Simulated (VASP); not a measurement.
# Geometry relaxation, with input and output: Rh (part 2 of 3)

Rh (2 atoms in the cell); Kohn-Sham DFT of a periodic cell, PBEsol, VASP PAW PBE potentials, recommended, no spin polarisation (VASP 6.6.1); cutoff 600 eV, 18×18×10 k-mesh, Gaussian smearing of 0.1 eV. 

Geometry of the input (Å; fractional positions):
```
2.6923  0.0000  0.0000
-1.3462  2.3316  0.0000
0.0000  0.0000  4.3966
Rh 0.3333  0.6667  0.2500
Rh 0.6667  0.3333  0.7500
```

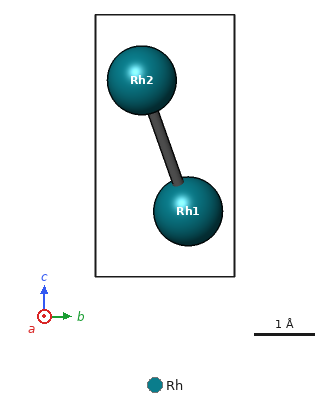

*The input geometry (ball-and-stick view of the cell of the calculation, along the a axis; atoms are numbered from 1 in the order of the input). An atom can appear more than once, as a periodic image.*

Parts of OUTCAR, continued:
```
  position of ions in fractional coordinates (direct lattice)
     0.333333333  0.666666667  0.250000000
     0.666666667  0.333333333  0.750000000

  ion indices of the primitive-cell ions
   primitive index   ion index
                 1           1
                 2           2

----------------------------------------------------------------------------------------

 KPOINTS: regular mesh

Automatic generation of k-mesh.
 Grid dimensions read from file:
 generate k-points for:   18   18   10

 Generating k-lattice:

  Cartesian coordinates                     Fractional coordinates (reciprocal lattice)
     0.020634604  0.011913394  0.000000000     0.055555556  0.000000000  0.000000000
     0.000000000  0.023826788  0.000000000     0.000000000  0.055555556  0.000000000
     0.000000000  0.000000000  0.022744817     0.000000000  0.000000000  0.100000000

  Length of vectors
     0.023826788  0.023826788  0.022744817

  Shift w.r.t. Gamma in fractional coordinates (k-lattice)
     0.000000000  0.000000000  0.000000000

 Subroutine IBZKPT returns following result:
 ===========================================

 Found    222 irreducible k-points:

 Following reciprocal coordinates:
            Coordinates               Weight
  0.000000  0.000000  0.000000      1.000000
  0.055556  0.000000  0.000000      6.000000
  0.111111  0.000000  0.000000      6.000000
  0.166667  0.000000  0.000000      6.000000
  0.222222  0.000000  0.000000      6.000000
  0.277778 -0.000000  0.000000      6.000000
  0.333333  0.000000  0.000000      6.000000
  0.388889 -0.000000  0.000000      6.000000
  0.444444  0.000000  0.000000      6.000000
  0.500000  0.000000  0.000000      3.000000
  0.055556  0.055556  0.000000      6.000000
  0.111111  0.055556  0.000000     12.000000
  0.166667  0.055556  0.000000     12.000000
  0.222222  0.055556  0.000000     12.000000
  0.277778  0.055556  0.000000     12.000000
  0.333333  0.055556  0.000000     12.000000
  0.388889  0.055556  0.000000     12.000000
  0.444444  0.055556  0.000000     12.000000
  0.111111  0.111111  0.000000      6.000000
  0.166667  0.111111  0.000000     12.000000
  0.222222  0.111111  0.000000     12.000000
  0.277778  0.111111  0.000000     12.000000
  0.333333  0.111111  0.000000     12.000000
  0.388889  0.111111  0.000000     12.000000
 [... further k-points ...]
   k-points           NKPTS =    222   k-points in BZ     NKDIM =    222   number of bands    NBANDS=     19
   number of dos      NEDOS =    301   number of ions     NIONS =      2
   total plane-waves  NPLWV =  20736
   dimension x,y,z NGX =    24 NGY =   24 NGZ =   36
   dimension x,y,z NGXF=    48 NGYF=   48 NGZF=   72
   ions per type =               2
   NGX,Y,Z   is equivalent  to a cutoff of  14.82, 14.82, 13.61 a.u.
   NGXF,Y,Z  is equivalent  to a cutoff of  29.64, 29.64, 27.22 a.u.
 SYSTEM =  unknown system
   PREC   = accura    normal or accurate (medium, high low for compatibility)
   ISTART =      0    job   : 0-new  1-cont  2-samecut
   ICHARG =      2    charge: 1-file 2-atom 10-const
   ISPIN  =      1    spin polarized calculation?
   LNONCOLLINEAR =      F non collinear calculations
   LSORBIT =      F    spin-orbit coupling
   LASPH  =      T    aspherical Exc in radial PAW
   ENCUT  =  600.0 eV  44.10 Ry    6.64 a.u.   5.38  5.38  8.78*2*pi/ulx,y,z
   NELM   =    100;   NELMIN=  2; NELMDL= -5     # of ELM steps
   EDIFF  = 0.1E-05   stopping-criterion for ELM
   LREAL  =      F    real-space projection
   EDIFFG = -.2E-02   stopping-criterion for IOM
   NSW    =    100    number of steps for IOM
   IBRION =      2    ionic relax: 0-MD 1-quasi-New 2-CG
   NFREE  =      1    steps in history (QN), initial steepest desc. (CG)
   ISIF   =      3    stress and relaxation
   ISYM   =      2    0-nonsym 1-usesym 2-fastsym
   POTIM  = 0.5000    time-step for ionic-motion
   TEBEG  =    0.0;   TEEND  =   0.0 temperature during run
   PSTRESS=    0.0 pullay stress
   NELECT =      30.0000    total number of electrons
   NUPDOWN=      -1.0000    fix difference up-down
   EMIN   =  10.00;   EMAX   =-10.00  energy-range for DOS
   EFERMI =   0.00;   METHOD = LEGACY
   ISMEAR =     0;   SIGMA  =   0.10  broadening in eV -4-tet -1-fermi 0-gaus
   EFERMI_NEDOS =   21; number of points for ismear=-14 and -15
   IALGO  =     68    algorithm
   IMIX   =      4    mixing-type and parameters
     AMIX     =   0.40;   BMIX     =  1.00
     AMIX_MAG =   1.60;   BMIX_MAG =  1.00
  volume/ion in A,a.u.               =      13.80        93.13
  Fermi-wavevector in a.u.,A,eV,Ry     =   1.683236  3.180854 38.549150  2.833283
  Thomas-Fermi vector in A             =   2.766473
   LORBIT       =      0    0 simple, 1 ext, 2 COOP (PROOUT), +10 PAW based schemes
   GGA     = PS    functional components
   LHFCALC =     F    Hartree Fock is set to
   AEXX    =    0.0000 exact exchange contribution
   IVDW    =     0    specifies the selected vdW correction
   LEPSILON=     F    determine dielectric tensor
   LRPA    =     F    only Hartree local field effects (RPA)
 conjugate gradient relaxation of ions
 non-spin polarized calculation
 RMM-DIIS sequential band-by-band and
 Gauss-broadening in eV      SIGMA  =   0.10
  energy-cutoff  :      600.00
  volume of cell :       27.60
 maximum number of plane-waves:       954
 NGX is ok and might be reduce to    24
   NGX = 11   NGY = 11   NGZ = 17

--------------------------------------- Ionic step        1  -------------------------------------------

 number of electron      30.0000002 magnetization

 Free energy of the ion-electron system (eV)
  ---------------------------------------------------
  ext. energy  EPLUGINS =         0.00000000
  ---------------------------------------------------
  free energy    TOTEN  =       -16.19392012 eV

  energy without entropy =      -16.17726643  energy(sigma->0) =      -16.18559328

------------------------ aborting loop because EDIFF is reached ----------------------------------------

  FORCE on cell =-STRESS in cart. coord.  units (eV):
  Direction    XX          YY          ZZ          XY          YZ          ZX
  --------------------------------------------------------------------------------------
  -------------------------------------------------------------------------------------
  Total       -0.6701960     -0.6701960     -1.3404325     -0.0000000      0.0000000      0.0000000
  in kB      -38.9046475    -38.9046475    -77.8116531     -0.0000000      0.0000000      0.0000000
  external PRESSURE =     -51.8736494 kB  Pullay stress =       0.0000000 kB

 VOLUME and BASIS-vectors are now :
 -----------------------------------------------------------------------------
  energy-cutoff  :      600.00
  volume of cell :       27.60
      direct lattice vectors                 reciprocal lattice vectors
     2.692349038  0.000000000  0.000000000     0.371422868  0.214441093  0.000000000
    -1.346174519  2.331642663  0.000000000     0.000000000  0.428882185  0.000000000
     0.000000000  0.000000000  4.396605979     0.000000000  0.000000000  0.227448174

 POSITION                                       TOTAL-FORCE (eV/Angst)
 -----------------------------------------------------------------------------------
     -0.00000      1.55443      1.09915        -0.000000      0.000000      0.000000
      1.34617      0.77721      3.29745         0.000000     -0.000000      0.000000
 -----------------------------------------------------------------------------------
    total drift:                               -0.000000      0.000000     -0.000000

  FREE ENERGIE OF THE ION-ELECTRON SYSTEM (eV)
  ---------------------------------------------------
  free  energy   TOTEN  =       -16.1939201216 eV

  energy  without entropy=      -16.1772664331  energy(sigma->0) =      -16.18559328

--------------------------------------- Ionic step        2  -------------------------------------------

 number of electron      29.9999999 magnetization

------------------------ aborting loop because EDIFF is reached ----------------------------------------

  FORCE on cell =-STRESS in cart. coord.  units (eV):
  Direction    XX          YY          ZZ          XY          YZ          ZX
  --------------------------------------------------------------------------------------
  -------------------------------------------------------------------------------------
  Total        2.4419478      2.4419478      2.6637017      0.0000000     -0.0000000      0.0000000
  in kB      151.3444473    151.3444473    165.0880762      0.0000000     -0.0000000      0.0000000
  external PRESSURE =     155.9256569 kB  Pullay stress =       0.0000000 kB

 VOLUME and BASIS-vectors are now :
 -----------------------------------------------------------------------------
  energy-cutoff  :      600.00
  volume of cell :       25.85
      direct lattice vectors                 reciprocal lattice vectors
     2.648824481 -0.000000000  0.000000000     0.377525958  0.217964714 -0.000000000
    -1.324412240  2.293949290 -0.000000000     0.000000000  0.435929427 -0.000000000
     0.000000000  0.000000000  4.254450467    -0.000000000  0.000000000  0.235047983

 POSITION                                       TOTAL-FORCE (eV/Angst)
 -----------------------------------------------------------------------------------
     -0.00000      1.52930      1.06361         0.000000      0.000000      0.000000
      1.32441      0.76465      3.19084        -0.000000     -0.000000      0.000000
 -----------------------------------------------------------------------------------
    total drift:                               -0.000000      0.000000     -0.000000

  FREE ENERGIE OF THE ION-ELECTRON SYSTEM (eV)
  ---------------------------------------------------
  free  energy   TOTEN  =       -16.1485903622 eV

  energy  without entropy=      -16.1343779882  energy(sigma->0) =      -16.14148418

--------------------------------------- Ionic step        3  -------------------------------------------

 number of electron      30.0000004 magnetization

------------------------ aborting loop because EDIFF is reached ----------------------------------------

  FORCE on cell =-STRESS in cart. coord.  units (eV):
  Direction    XX          YY          ZZ          XY          YZ          ZX
  --------------------------------------------------------------------------------------
  -------------------------------------------------------------------------------------
  Total        0.2230446      0.2230446     -0.2209689      0.0000000      0.0000000      0.0000000
  in kB       13.2097382     13.2097382    -13.0868062      0.0000000      0.0000000      0.0000000
  external PRESSURE =       4.4442234 kB  Pullay stress =       0.0000000 kB

 VOLUME and BASIS-vectors are now :
 -----------------------------------------------------------------------------
  energy-cutoff  :      600.00
  volume of cell :       27.05
      direct lattice vectors                 reciprocal lattice vectors
     2.678911930 -0.000000000  0.000000000     0.373285881  0.215516704 -0.000000000
    -1.339455965  2.320005786 -0.000000000     0.000000000  0.431033408 -0.000000000
     0.000000000  0.000000000  4.352719055    -0.000000000  0.000000000  0.229741453

 POSITION                                       TOTAL-FORCE (eV/Angst)
 -----------------------------------------------------------------------------------
     -0.00000      1.54667      1.08818        -0.000000     -0.000000      0.000000
      1.33946      0.77334      3.26454         0.000000      0.000000      0.000000
 -----------------------------------------------------------------------------------
    total drift:                               -0.000000      0.000000     -0.000000

  FREE ENERGIE OF THE ION-ELECTRON SYSTEM (eV)
  ---------------------------------------------------
  free  energy   TOTEN  =       -16.2044500448 eV

  energy  without entropy=      -16.1884591121  energy(sigma->0) =      -16.19645458

[... ionic steps 4 to 10 ...]

--------------------------------------- Ionic step       11  -------------------------------------------

 number of electron      30.0000001 magnetization

------------------------ aborting loop because EDIFF is reached ----------------------------------------

  FORCE on cell =-STRESS in cart. coord.  units (eV):
  Direction    XX          YY          ZZ          XY          YZ          ZX
  --------------------------------------------------------------------------------------
  -------------------------------------------------------------------------------------
  Total        0.0062448      0.0062448      0.0038449      0.0000000      0.0000000      0.0000000
  in kB        0.3694020      0.3694020      0.2274354      0.0000000      0.0000000      0.0000000
  external PRESSURE =       0.3220798 kB  Pullay stress =       0.0000000 kB

 VOLUME and BASIS-vectors are now :
```
